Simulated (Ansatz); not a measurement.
## Electronic structure of Sn₄Se₃ in real space

The calculation's input:

```
crystal:
  lattice:
    - [6.0377084823, 0.0, 0.0]
    - [0.0, 6.0377084823, 0.0]
    - [0.0, 0.0, 6.0377084823]
  atoms:
    - { symbol: Sn, position: [0.6967980723, 0.6967980723, 0.6967980723] }
    - { symbol: Sn, position: [0.3032019277, 0.3032019277, 0.6967980723] }
    - { symbol: Sn, position: [0.3032019277, 0.6967980723, 0.3032019277] }
    - { symbol: Sn, position: [0.6967980723, 0.3032019277, 0.3032019277] }
    - { symbol: Se, position: [0.0, 0.0, 0.5] }
    - { symbol: Se, position: [0.5, 0.0, 0.0] }
    - { symbol: Se, position: [0.0, 0.5, 0.0] }
basis:
  ecutwfc: 420
kpoints:
  mp_grid: { grid: [6, 6, 6] }
hamiltonian:
  xc: pbe
scf:
  occupations: { method: gaussian, width: 0.1 }
output:
  forces: true
  stress: true
  eigenvalues: true
  write_density: true
  write_potential: true
  elf: true
  volumetric_format: npy
relax:
  adjacent_minimum: "off"
  f_tol: 0.01
  max_steps: 80
  cell: { stress_tol: 0.05 }
```

Run with:

```sh
ansatz run input.yaml --threads 1 --pin off --max-ram 2560MiB --backend cpu --events-out ev --progress --plain --runs-dir out
```

Below, planes, directions and counts refer to the conventional cell (a = 6.02 Å, b = 6.02 Å, c = 6.02 Å, α = 90.00°, β = 90.00°, γ = 90.00°).

The fields are those of the run's last geometry, not of the input's.

Space group P-43m; a generated structure, not necessarily the stable one.

Computed with Ansatz, DFT PBE, scalar-relativistic, plane waves, PAW.

In a PAW calculation such maps are meaningful between the atoms, not at the nuclei.

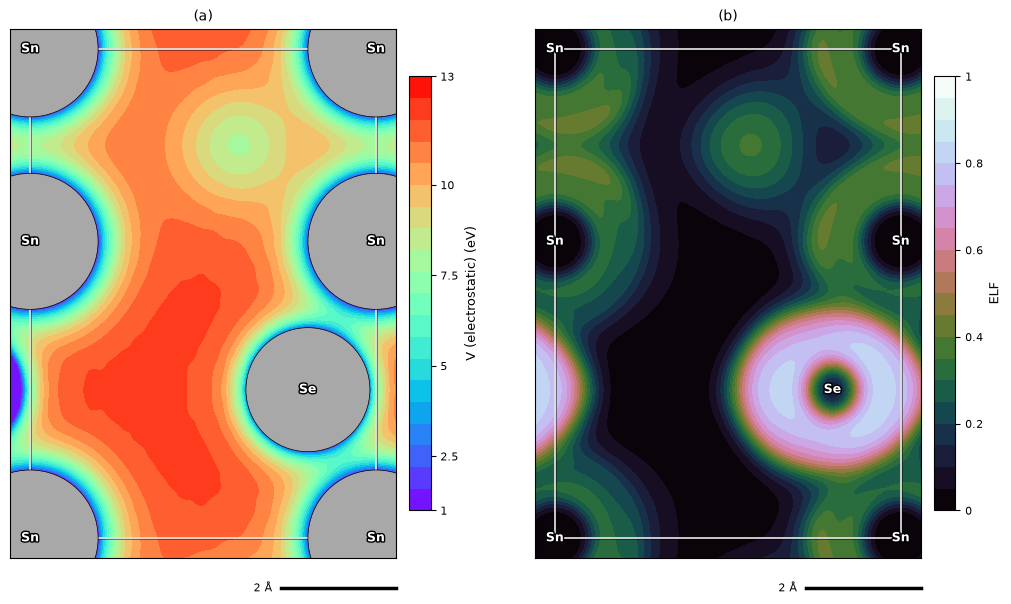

Figure 1. (a) electrostatic potential energy of an electron; (b) ELF on the (101̄) plane of the conventional cell. Grey discs cover the atomic cores in the potential map.

Question: Read the bonding off the picture.

Answer:
- The section cuts through Sn and Se sites.
- Sn–Se (2.84 Å): the ELF is about 0.50 at the midpoint.
- Outside the cores the potential energy rises away from the atoms and is highest about 3.0 Å from the nearest atoms; its zero is arbitrary.

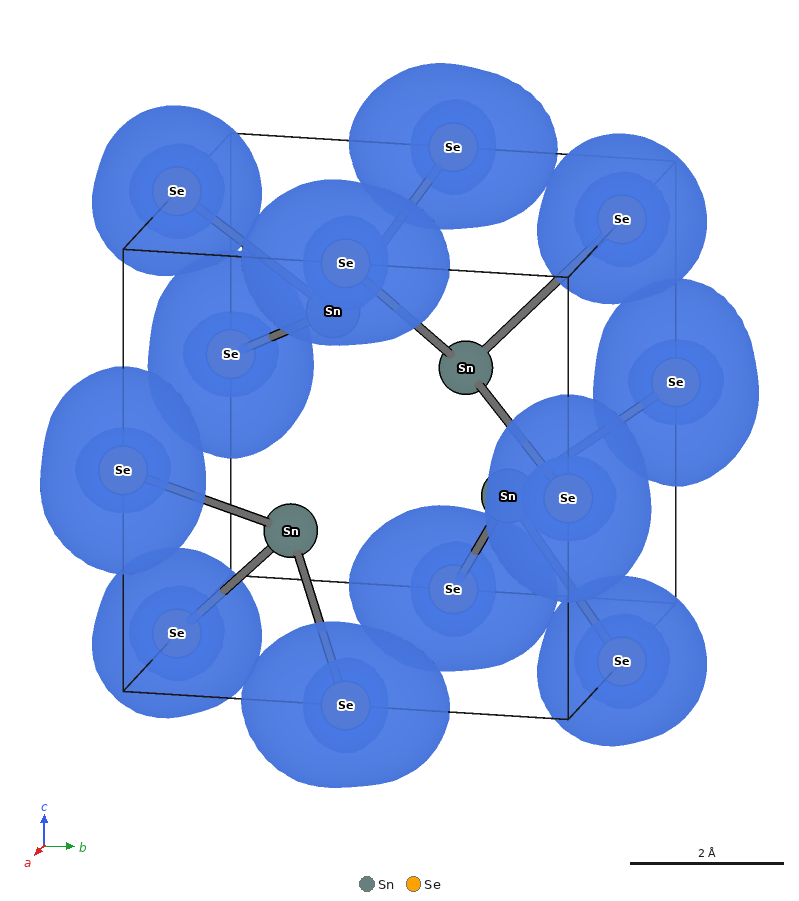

Figure 2. Isosurface of the ELF at 0.7 (blue), seen slightly off an axis. Only the valence region is drawn (cores and ρ < 0.01 e/Å³ removed). Sticks mark near contacts.

Question: Identify the bonds, lone pairs and shells in this picture.

Answer: The ELF exceeds this value in three regions wrapped around Se (the valence shell of each), counted in one cell of 7 atoms. Regions shared between cells count once.

Question: Does the calculation give a band gap?

Answer: It is gapless in this calculation (a metal or semimetal).
